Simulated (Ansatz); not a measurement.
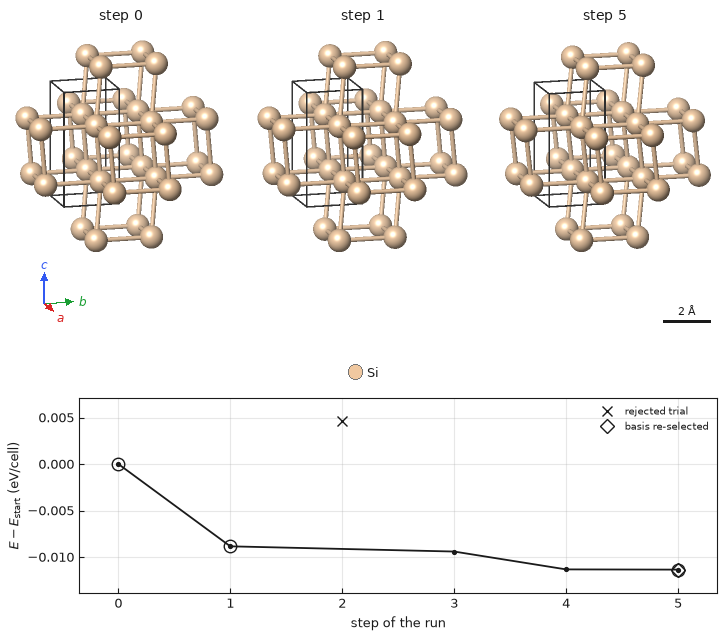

Frames of a relaxation of crystalline Si (a generated structure, set up in Cmcm) (coarse preliminary run), marked on the history of the run. Style: ball-and-stick. Shown: the cell of the calculation, repeated 2 × 2 × 1 with one cell outlined, slightly off an axis.

Computed with DFT PBE, scalar-relativistic, plane waves, PAW in Ansatz 0.2.0.

Input
```yaml
crystal:
  lattice:
    - [1.7169429775, -1.8329044118, 0.0]
    - [1.7169429775, 1.8329044118, 0.0]
    - [0.0, 0.0, 5.0629037854]
  atoms:
    - { symbol: Si, position: [0.4423135831, 0.5576864169, 0.25] }
    - { symbol: Si, position: [0.5576864169, 0.4423135831, 0.75] }
basis:
  ecutwfc: 420
kpoints:
  mp_grid: { grid: [6, 6, 4] }
hamiltonian:
  xc: pbe
scf:
  occupations: { method: gaussian, width: 0.1 }
  lower_state_search: "off"
output:
  forces: true
  stress: true
  eigenvalues: true
relax:
  adjacent_minimum: "off"
  f_tol: 0.04
  max_steps: 70
  cell: { stress_tol: 0.4 }
```

Command:
```bash
ansatz run input.yaml --threads 1 --pin off --max-ram 2560MiB --backend cpu --events-out ev --progress --plain --runs-dir out
```

Describe the path.

Answer. The largest moves relative to the cell, 0.051 Å, are those of Si1 and Si2. Si1 goes along [−1 1 0]. The volume changes by −0.4 %, with a = b 2.511 → 2.519 Å (+0.3 %), c 5.063 → 5.004 Å (−1.2 %), γ 93.7° → 91.4°. Some distances before and after: Si1–Si2 2.567 → 2.555 Å, Si1–Si1 2.511 → 2.519 Å. Among the angles between lasting bonds that change: Si2–Si1–Si2 161.0° → 156.6°, Si1–Si1–Si1 86.3° → 88.6°, Si1–Si1–Si1 93.7° → 91.4°. The space group stays Cmcm (No. 63). After 3 accepted moves (5 points after the start) the energy has fallen by 11.4 meV per cell of the calculation. The largest force component goes from 0.028 to 0.0056 eV/Å. Pressure: 0.09 GPa at the start and 0.00 GPa at the end. The line search rejected the trial step at point 2 of the run. The SCF was repeated once at an unchanged geometry on a basis and grid sized afresh for the cell, which shifted the energy by less than 0.05 meV per cell of the calculation at most. The run took 4.4 s on 1 thread of Arm Neoverse V2, with other jobs on the host, peak memory 0.27 GiB. From step 0 to 1: Si atoms move most (0.02 Å), energy −8.9 meV per cell of the calculation. From step 1 to 5: Si atoms move most (0.03 Å), volume −0.5 %, energy −2.5 meV per cell of the calculation.

Limits of the set-up: the k-point mesh is coarse for a cell with partly filled bands.
